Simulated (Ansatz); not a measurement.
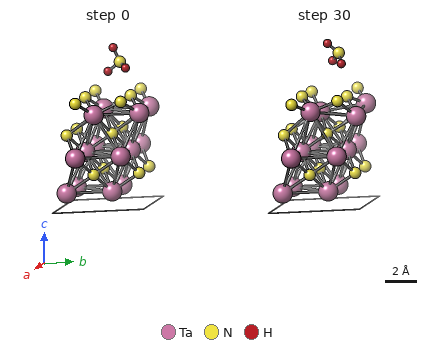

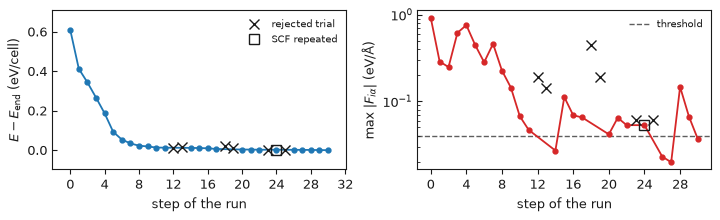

First and last geometry of a constrained relaxation of a slab of composition Ta$_{12}$H$_{3}$N$_{13}$ (cut from the Fm-3m phase), with the history of the run. The picture is a ball-and-stick view of the cell of the calculation, outlined in the plane, without the vacuum (origin shifted), seen slightly off an axis.

Case: 1 NH3 a cell, inverted, over a bridge N-N site. The slab is the (1 1 1) face of TaN with NH3 on it. 12 atoms are held fixed.

Method: DFT PBE+D3(BJ), scalar-relativistic, plane waves, PAW in Ansatz 0.2.0.

Input file:
```yaml
crystal:
  lattice:
    - [6.2014901195, 0.0, 0.0]
    - [-3.1007450597, 5.3706479848, 0.0]
    - [0.0, 0.0, 25.934869349]
  atoms:
    - { symbol: Ta, position: [0.1666666667, 0.3333333333, 0.3084650203] }
    - { symbol: Ta, position: [0.1666666667, 0.8333333333, 0.3084650203] }
    - { symbol: Ta, position: [0.6666666667, 0.3333333333, 0.3084650203] }
    - { symbol: Ta, position: [0.6666666667, 0.8333333333, 0.3084650203] }
    - { symbol: "N", position: [0.3333333333, 0.1666666667, 0.3572747464] }
    - { symbol: "N", position: [0.3333333333, 0.6666666667, 0.3572747464] }
    - { symbol: "N", position: [0.8333333333, 0.1666666667, 0.3572747464] }
    - { symbol: "N", position: [0.8333333333, 0.6666666667, 0.3572747464] }
    - { symbol: Ta, position: [0.5, 0.5, 0.4060844725] }
    - { symbol: Ta, position: [0.5, 0.0, 0.4060844725] }
    - { symbol: Ta, position: [0.0, 0.5, 0.4060844725] }
    - { symbol: Ta, position: [0.0, 0.0, 0.4060844725] }
    - { symbol: "N", position: [0.6666666667, 0.3333333333, 0.4548720404] }
    - { symbol: "N", position: [0.6666666667, 0.8333333333, 0.4548720404] }
    - { symbol: "N", position: [0.1666666667, 0.3333333333, 0.4548720404] }
    - { symbol: "N", position: [0.1666666667, 0.8333333333, 0.4548720404] }
    - { symbol: Ta, position: [0.8333333333, 0.6666666667, 0.5087323847] }
    - { symbol: Ta, position: [0.8333333333, 0.1666666667, 0.5087323847] }
    - { symbol: Ta, position: [0.3333333333, 0.6666666667, 0.5087323847] }
    - { symbol: Ta, position: [0.3333333333, 0.1666666667, 0.5087323847] }
    - { symbol: "N", position: [0.0, 0.5, 0.5441383962] }
    - { symbol: "N", position: [0.0, 0.0, 0.5441383962] }
    - { symbol: "N", position: [0.5, 0.5, 0.5441383962] }
    - { symbol: "N", position: [0.5, 0.0, 0.5441383962] }
    - { symbol: "N", position: [0.0851788659, 0.399611312, 0.6329801778] }
    - { symbol: H, position: [0.0, 0.25, 0.6073737253] }
    - { symbol: H, position: [0.2723640959, 0.502392239, 0.6222841533] }
    - { symbol: H, position: [0.0802368774, 0.3243530752, 0.6692787991] }
basis:
  ecutwfc: 420
kpoints:
  mp_grid: { grid: [4, 4, 1] }
hamiltonian:
  xc: pbe
  dispersion: d3bj
scf:
  occupations: { method: gaussian, width: 0.1 }
output:
  forces: true
  eigenvalues: true
  write_density: true
  write_potential: true
  elf: true
  volumetric_format: npy
relax:
  adjacent_minimum: "off"
  f_tol: 0.04
  max_steps: 100
  constraints: [{ sites: [0, 1, 2, 3, 4, 5, 6, 7, 8, 9, 10, 11] }]
efield:
  axis: 3
  dipole_correction: true
  ramp_width: 0.04
```

Launched with:
```bash
ansatz run input.yaml --threads 4 --pin off --max-ram 10240MiB --backend cpu --events-out ev --progress --plain --runs-dir out
```

Did the run converge, and what did it change?

Answer. It converged. After 23 accepted moves (30 points after the start) the energy has fallen by 0.610 eV per cell of the calculation. The largest force component goes from 0.92 to 0.037 eV/Å. The line search rejected the trial steps at points 12, 13, 18, 19, 23, 25 of the run. 1 step only repeated the SCF at the same geometry. The forces were under the threshold at step 14, but the run went on from there. The largest move is that of H26, 0.89 Å at 39° to the normal (+c side). Largest moves by element: H 0.89 Å, N 0.76 Å, Ta 0.24 Å. The cell stays as it was. Some distances before and after: Ta10–Ta18 3.208 → 2.999 Å, Ta10–Ta20 3.208 → 3.416 Å, Ta11–Ta19 3.208 → 3.008 Å, Ta12–Ta17 3.208 → 3.358 Å. Bond angles that change, for instance: Ta11–N15–Ta18 91.9° → 83.2°, Ta11–N15–Ta20 177.3° → 168.9°, Ta9–N15–Ta20 91.9° → 99.2°. Cost: 9.5 min on 4 threads of Intel(R) Xeon(R) 6975P-C (Granite Rapids), with other jobs on the host, peak memory 3 GiB.

Limits of the set-up: the periodic images lie only 6.2 Å apart, so the values are limited by the cell's size.
